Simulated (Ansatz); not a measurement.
Structure of Rh:

```
Rh
1.0
     5.43254    0.00000    0.00000
     0.00000    5.43254    0.00000
     0.00000    0.00000    5.43254
Rh
8
Direct
  0.00000 0.00000 0.50000
  0.25000 0.75000 0.25000
  0.00000 0.50000 0.00000
  0.25000 0.25000 0.75000
  0.50000 0.00000 0.00000
  0.75000 0.75000 0.75000
  0.50000 0.50000 0.50000
  0.75000 0.25000 0.25000
```

Basis of the simulation: coordinates from a relaxation with DFT PBEsol, scalar-relativistic, plane waves, PAW in Ansatz; the starting structure was generated, so it need not be a known form of this composition.

Where will the first 5 clear peaks of its neutron PDF lie (peak width σ = 0.12 Å), and from which pairs do they come?

Answer. 1. 2.34 Å: Rh–Rh at 2.35 Å
2. 3.84 Å: Rh–Rh at 3.84 Å
3. 4.50 Å: Rh–Rh at 4.50 Å
4. 5.43 Å: Rh–Rh at 5.43 Å
5. 5.92 Å: Rh–Rh at 5.92 Å

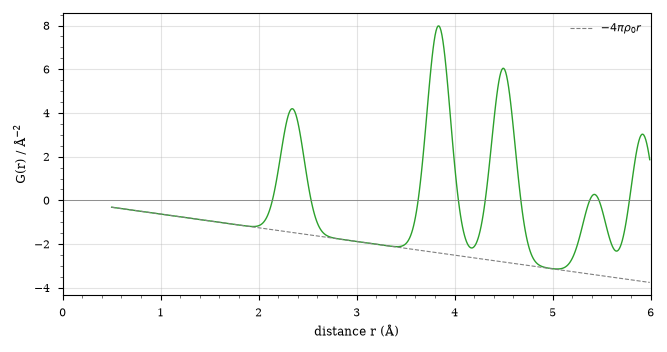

Simulated neutron pair distribution function, G(r) = R(r)/r − 4πρ₀r, summed over the atomic distances of the structure with each pair weighted by the product of the tabulated coherent neutron scattering lengths (natural isotope mix where the element has one); every distance is a Gaussian of σ = 0.12 Å.
